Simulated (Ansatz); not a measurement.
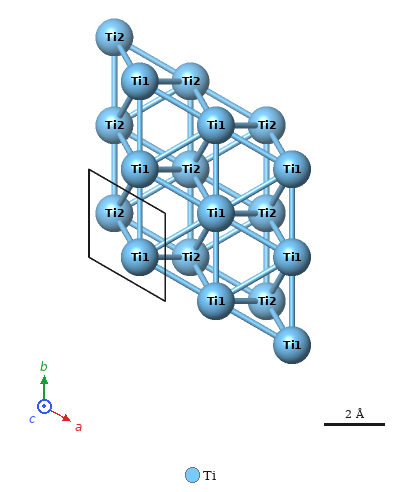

The input geometry of the first run (ball-and-stick view of the cell of the calculation, repeated 3 × 3 × 1, along the c axis; atoms are numbered from 1 in the order of the input). Near neighbours in the crystal (not all of them lie inside the picture): Ti has 12 Ti at 2.89 to 2.95 Å.

# Two runs on Ti

System: Ti (2 atoms in the cell).
Method of the first run: Kohn-Sham DFT of a periodic cell, RPBE with D4, all-electron LAPW, scalar-relativistic, no spin polarisation (Ansatz 0.2.0).

The structure derives from an entry of the Crystallography Open Database. Text and figures count atoms from 1; the logs count them from 0 in places.

### Input, the first run
```yaml
crystal:
  lattice:
    - [2.95, 0.0, 0.0]
    - [-1.475, 2.5547749412, 0.0]
    - [0.0, 0.0, 4.68]
  atoms:
    - { symbol: Ti, position: [0.6666666667, 0.3333333333, 0.75] }
    - { symbol: Ti, position: [0.3333333333, 0.6666666667, 0.25] }
kpoints:
  mp_grid: { grid: [10, 10, 6] }
scf:
  occupations: { method: fermi_dirac, width: 0.05 }
hamiltonian:
  xc: rpbe
  dispersion: d4
  pseudopotentials: { kind: all_electron, lapw: { basis_error: 0.001 } }
output:
  forces: true
  stress: true
relax:
  f_tol: 0.005
  max_steps: 60
  cell: {}
```

Command:
```bash
ansatz run input.yaml --threads 1 --pin off --max-ram 3072MiB --backend cpu --events-out ev --progress --plain --runs-dir out
```

Hardware: 1 thread of Intel Xeon (Sapphire Rapids), 16 GiB of memory available, shared host.

### Output, shortened to warnings, some set-up lines, iterations and results (the first run)
```
Basis set: ecut = 232.93099962052756 eV, 287 PW (Γ), exchange–correlation at level 2
Symmetry: 24 space group operations
k-points: 56 of 600
Initial density: superposition of atomic densities (chi_scale 0.1, normalization cell)
[...]
SCF iter   1: F=—  HF=-46476.519011 eV  |F-HF|=—  |Δ(HF+E_count)|=         —  Δρ=2.87e-2  dr2=2.21e-1  ethr=9.12e-4  ⟨swp⟩=2.4  Hψ=6291  notcnv=0
SCF iter   2: F=—  HF=-46476.155878 eV  |F-HF|=—  |Δ(HF+E_count)|=   3.63e-1  Δρ=9.73e-3  dr2=3.42e-2  ethr=9.12e-4  ⟨swp⟩=3.0  Hψ=3339  notcnv=0
SCF iter   3: F=—  HF=-46476.137037 eV  |F-HF|=—  |Δ(HF+E_count)|=         —  Δρ=6.48e-3  dr2=1.34e-2  ethr=1.42e-4  ⟨swp⟩=2.2  Hψ=3035  notcnv=0
SCF iter   4: F=—  HF=-46476.136880 eV  |F-HF|=—  |Δ(HF+E_count)|=   1.57e-4  Δρ=7.10e-4  dr2=1.58e-4  ethr=6.62e-7  ⟨swp⟩=2.0  Hψ=4680  notcnv=0
SCF iter   5: F=—  HF=-46476.136898 eV  |F-HF|=—  |Δ(HF+E_count)|=   1.84e-5  Δρ=9.43e-5  dr2=2.72e-6  ethr=6.59e-7  ⟨swp⟩=2.0  Hψ=2846  notcnv=0
[... 19 lines ...]
relax step   4: F+E_penalty+E_count = -46476.13943507 eV  Δ(F+E_penalty+E_count) = -3.034e-5 eV  max|allowed force component| = 5.459e-16 eV/Å  Δτ_max = 0.0000 Å  P = +0.007 …
SCF iter   1: F=—  HF=-46476.139438 eV  |F-HF|=—  |Δ(HF+E_count)|=         —  Δρ=9.22e-6  dr2=1.86e-8  ethr=7.70e-11  ⟨swp⟩=3.5  Hψ=4997  notcnv=0  reapply=6
SCF iter   2: F=-46476.139438 eV  HF=-46476.139438 eV  |F-HF|=9.68e-10  |Δ(HF+E_count)|=   4.69e-8  Δρ=4.06e-6  dr2=3.00e-9  ethr=7.70e-11  ⟨swp⟩=3.0  Hψ=3072  notcnv=0
SCF 5 converged in 2 iterations: F = -46476.139438 eV  dr2 = 3.00e-9
relax step   5: F+E_penalty+E_count = -46476.13943790 eV  Δ(F+E_penalty+E_count) = -2.833e-6 eV  max|allowed force component| = 4.626e-16 eV/Å  Δτ_max = 0.0000 Å  P = +0.007 …
basis re-selected at this cell: Δ(F+E_penalty+E_count) = -2.833e-6 eV, ΔP = -0.000 GPa vs the last step (what re-selecting the basis moved, after the strain that the cell walked since its last selection, with what the two solves' SCF thresholds leave and, on support functions, any second-order …
SCF converged after 2 iterations
Free energy (F): -46476.139438 eV
Harris-Foulkes:  -46476.139438 eV  (|F-HF|=9.68e-10)
Internal energy: -46476.120433 eV  (E = F + TS)
E sigma→0 (E₀):  -46476.129935 eV
Entropy (-TS):   -0.019005 eV (-9.503 meV/atom)
Fermi energy:    13.885531 eV
--- Per-component energies (eV) ---
  E_band       = -304.300937
  E_kinetic    = 46926.441363
  E_xc         = -2305.063738
  E_electrostatic = -91096.771657  (all electrons and nuclei)
  E_disp       = -0.726401  (pairwise vdW)
  E_smearing   = -0.019005  (= −TS)
  E_closure    = 0.000000  (closes the sum)
  E_atoms      = -46462.785386  (free atoms, spherical and without spin; not in F)
  Σ components = -46476.139438   (vs F -46476.139438, Δ=0.00e0)
  Basis errors (estimates in eV, not in F): energy 1.3e-4 per atom: plane waves 8.8e-5 (4.8e-5 summed), levels above the bands 3.3e-10, relativity 1.5e-8, radial functions 4.3e-5, core shells 6.9e-8; eigenvalues (radial functions only) 4.6e-7; not estimated: angular momenta, meshes, grids; target …
--- Forces (eV/Å), atoms counted from 1 ---
  atom   1  Ti     0.00000000     0.00000000    -0.00000000
  atom   2  Ti     0.00000000    -0.00000000     0.00000000
  max |Σ_I F_I| component: 3.70e-17 eV/Å
--- Stress (GPa, compression-positive) ---
        0.024401       0.000000       0.000000
        0.000000       0.024401       0.000000
        0.000000       0.000000      -0.028819
  P = ⅓ Tr σ = 0.0067 GPa (0.067 kbar)
--- Relaxed structure (4 steps of the walk, 3 accepted, 1 SCFs on fresh bases) ---
  F+E_penalty+E_count = -46476.13943790 eV   max|allowed force component| = 4.626e-16 eV/Å   (the final SCF, on the basis selected at the relaxed cell)
  cell:  # Å, volume = 34.7628 Å³
    - [2.938221754449878, -1.8479251930329156e-33, -2.887383114113931e-35]
    - [-1.469110877224939, 2.5445746813056775, -4.958312489128959e-19]
    - [4.5806620250705886e-35, -9.082953678255138e-19, 4.649598303727566]
  atoms:
    - { symbol: Ti, position: [0.6666666666666667, 0.33333333333333337, 0.75] }
[...]
```

The input of the second run differs as follows (lines with − go, lines with + come):
```diff
-  xc: rpbe
+  xc: revpbe
-  f_tol: 0.005
+  f_tol: 0.02
```

How does the second run compare with the first run?

The total energies belong to different methods, so their difference says nothing on which is more stable or more accurate. The volume per atom goes from 17.38 to 17.31 Å³. The functional changes from RPBE to revPBE. The SCF takes 20 iterations over all geometry steps against 19.

### Output, shortened to warnings, some set-up lines, iterations and results (the second run)
```
Basis set: ecut = 232.87998621008822 eV, 287 PW (Γ), exchange–correlation at level 2
Symmetry: 24 space group operations
k-points: 56 of 600
Initial density: superposition of atomic densities (chi_scale 0.1, normalization cell)
[...]
SCF iter   1: F=—  HF=-46473.898790 eV  |F-HF|=—  |Δ(HF+E_count)|=         —  Δρ=2.84e-2  dr2=2.17e-1  ethr=8.96e-4  ⟨swp⟩=2.5  Hψ=6297  notcnv=0
SCF iter   2: F=—  HF=-46473.541878 eV  |F-HF|=—  |Δ(HF+E_count)|=   3.57e-1  Δρ=9.66e-3  dr2=3.38e-2  ethr=8.96e-4  ⟨swp⟩=3.0  Hψ=3340  notcnv=0
SCF iter   3: F=—  HF=-46473.522582 eV  |F-HF|=—  |Δ(HF+E_count)|=         —  Δρ=6.42e-3  dr2=1.32e-2  ethr=1.41e-4  ⟨swp⟩=2.2  Hψ=3036  notcnv=0
SCF iter   4: F=—  HF=-46473.522210 eV  |F-HF|=—  |Δ(HF+E_count)|=   3.72e-4  Δρ=7.02e-4  dr2=1.55e-4  ethr=6.47e-7  ⟨swp⟩=2.0  Hψ=4684  notcnv=0
SCF iter   5: F=—  HF=-46473.522224 eV  |F-HF|=—  |Δ(HF+E_count)|=   1.37e-5  Δρ=9.36e-5  dr2=2.69e-6  ethr=6.44e-7  ⟨swp⟩=2.0  Hψ=2848  notcnv=0
[... 20 lines ...]
relax step   4: F+E_penalty+E_count = -46473.52638504 eV  Δ(F+E_penalty+E_count) = -5.141e-5 eV  max|allowed force component| = 1.850e-17 eV/Å  Δτ_max = 0.0000 Å  P = +0.009 …
SCF iter   1: F=—  HF=-46473.526388 eV  |F-HF|=—  |Δ(HF+E_count)|=         —  Δρ=5.34e-6  dr2=5.02e-9  ethr=2.01e-11  ⟨swp⟩=3.9  Hψ=5084  notcnv=0  reapply=9
SCF iter   2: F=-46473.526388 eV  HF=-46473.526388 eV  |F-HF|=2.54e-9  |Δ(HF+E_count)|=   2.02e-8  Δρ=2.56e-6  dr2=8.95e-10  ethr=2.01e-11  ⟨swp⟩=2.8  Hψ=2910  notcnv=0
SCF 5 converged in 2 iterations: F = -46473.526388 eV  dr2 = 8.95e-10
relax step   5: F+E_penalty+E_count = -46473.52638826 eV  Δ(F+E_penalty+E_count) = -3.220e-6 eV  max|allowed force component| = 7.401e-17 eV/Å  Δτ_max = 0.0000 Å  P = +0.009 …
basis re-selected at this cell: Δ(F+E_penalty+E_count) = -3.220e-6 eV, ΔP = +0.000 GPa vs the last step (what re-selecting the basis moved, after the strain that the cell walked since its last selection, with what the two solves' SCF thresholds leave and, on support functions, any second-order …
SCF converged after 2 iterations
Free energy (F): -46473.526388 eV
Harris-Foulkes:  -46473.526388 eV  (|F-HF|=2.54e-9)
Internal energy: -46473.507278 eV  (E = F + TS)
E sigma→0 (E₀):  -46473.516833 eV
Entropy (-TS):   -0.019111 eV (-9.555 meV/atom)
Fermi energy:    13.921877 eV
--- Per-component energies (eV) ---
  E_band       = -302.885645
  E_kinetic    = 46923.593171
  E_xc         = -2302.548118
  E_electrostatic = -91093.935191  (all electrons and nuclei)
  E_disp       = -0.617140  (pairwise vdW)
  E_smearing   = -0.019111  (= −TS)
  E_closure    = 0.000000  (closes the sum)
  E_atoms      = -46460.134954  (free atoms, spherical and without spin; not in F)
  Σ components = -46473.526388   (vs F -46473.526388, Δ=0.00e0)
  Basis errors (estimates in eV, not in F): energy 1.3e-4 per atom: plane waves 8.9e-5 (4.8e-5 summed), levels above the bands 3.4e-10, relativity 1.1e-8, radial functions 4.1e-5, core shells 7.2e-8; eigenvalues (radial functions only) 4.7e-7; not estimated: angular momenta, meshes, grids; target …
--- Forces (eV/Å), atoms counted from 1 ---
  atom   1  Ti     0.00000000     0.00000000     0.00000000
  atom   2  Ti    -0.00000000    -0.00000000    -0.00000000
  max |Σ_I F_I| component: 7.40e-17 eV/Å
--- Stress (GPa, compression-positive) ---
        0.030722       0.000000      -0.000000
        0.000000       0.030722      -0.000000
       -0.000000      -0.000000      -0.035592
  P = ⅓ Tr σ = 0.0086 GPa (0.086 kbar)
--- Relaxed structure (4 steps of the walk, 3 accepted, 1 SCFs on fresh bases) ---
  F+E_penalty+E_count = -46473.52638826 eV   max|allowed force component| = 7.401e-17 eV/Å   (the final SCF, on the basis selected at the relaxed cell)
  cell:  # Å, volume = 34.6203 Å³
    - [2.9343739738282943, 5.774766228227861e-35, 2.8873831141139306e-35]
    - [-1.4671869869141472, 2.541242405539197, -6.273060450462803e-19]
    - [2.2903310125352943e-35, -1.1491393012717805e-18, 4.642686603638417]
  atoms:
    - { symbol: Ti, position: [0.6666666666666666, 0.33333333333333326, 0.7499999999999999] }
[...]
```

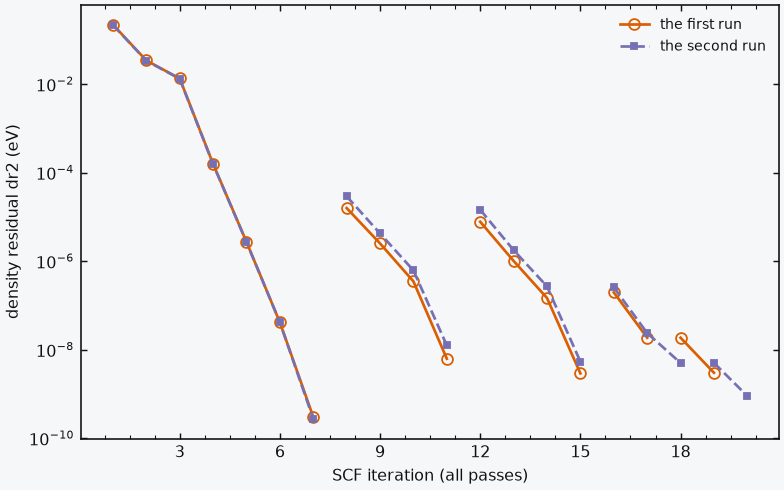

Convergence of the two runs: density residual dr2 against the SCF iteration. A break in a curve parts two SCF passes. The first run takes 19 iterations in all, and the second run takes 20.

### The two runs side by side

| quantity | the first run | the second run |
| --- | --- | --- |
| outcome | converged | converged |
| free energy per atom (eV) | −23238.0697 | −23236.7632 |
| energy per atom, smearing taken to zero (eV) | −23238.0650 | −23236.7584 |
| pressure (GPa) | 0.01 | 0.01 |
| volume per atom (Å³) | 17.38 | 17.31 |
| largest force (eV/Å) | 0.000 | 0.000 |
| SCF iterations | 19 | 20 |
| irreducible k-points | 56 | 56 |
| wall time (shared host) | 17 s | 18 s |
